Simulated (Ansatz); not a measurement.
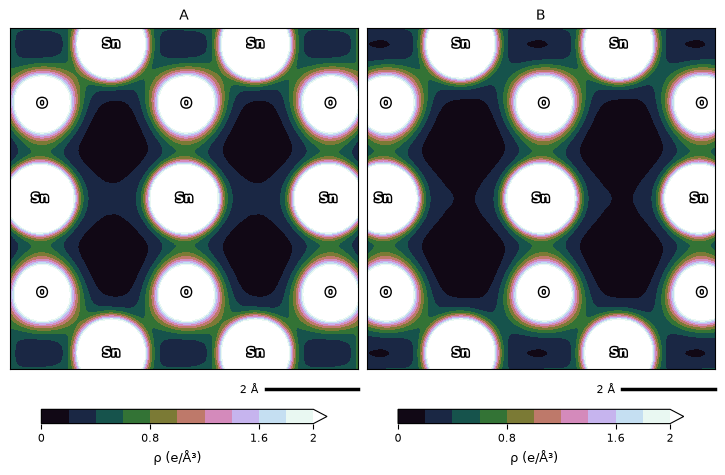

SnO2. The valence electron density of two cells that differ in size and shape, on the (110) plane of each (indices in the axes of the calculation cell), at one length scale and on one colour scale; one has 11.6 and the other 12.7 Å³ an atom.

Space group P-42₁m; a point of a scan over the structure, not its minimum; a structure from a database of computed crystals, not necessarily the ambient phase; PAW files of the earlier set (soft_1).

Level of theory: DFT LDA, scalar-relativistic, plane waves, PAW (Ansatz 0.2.0).

The density is the valence pseudo-density of a PAW calculation; it isn't the true density close to the nuclei.

The larger cell:

```
Sn O
1.0
     4.72013    0.00000    0.00000
     0.00000    4.72063    0.00000
     0.00000    0.00000    3.41204
Sn O
2 4
Cartesian
  2.3601 2.3603 1.7186
  0.0000 0.0000 3.3994
  1.4443 1.4453 3.3318
  3.8044 0.9150 1.7863
  0.9158 3.8056 1.7863
  3.2758 3.2753 3.3318
```

The smaller cell: a = 4.720 Å, b = 4.721 Å, c = 3.115 Å, α = 90.00°, β = 90.00°, γ = 90.00°.

### Which panel shows the smaller cell, and what does the compression change?

Panel A is the smaller cell, by 9 % in volume. From the larger cell to the smaller, Sn–O goes from 2.04 to 1.97 Å, and the density at its midpoint from 0.67 to 0.77 e/Å³; the pressure goes from −13 to 7 GPa.
